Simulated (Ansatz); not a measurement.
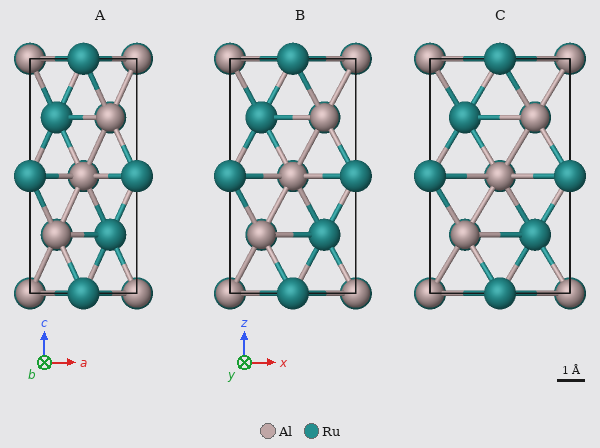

Frames of a one-coordinate scan of solid Al2Ru (Fddd). x, y and z are the Cartesian axes of the input. A ball-and-stick model of the conventional cell (4 times the calculation's cell), seen along the b axis. Lengths and directions refer to the drawn axes.

Level of theory: DFT PBEsol, scalar-relativistic, plane waves, PAW (Ansatz 0.2.0). (plane-wave cutoff 420 eV; k-point mesh 10 × 10 × 10; occupations gaussian; smearing width 0.03 eV; no spin polarisation). Energies (free energies at the smearing named) are counted from the relaxed crystal.

Q: What is being scanned?

A: The cell is strained along x alone, with the atoms kept at their fractional coordinates. In the frames the strain is −0.15 (A), 0.00 (B), 0.1125 (C). Their energies are 504 meV/atom, 0 meV/atom, 156 meV/atom.
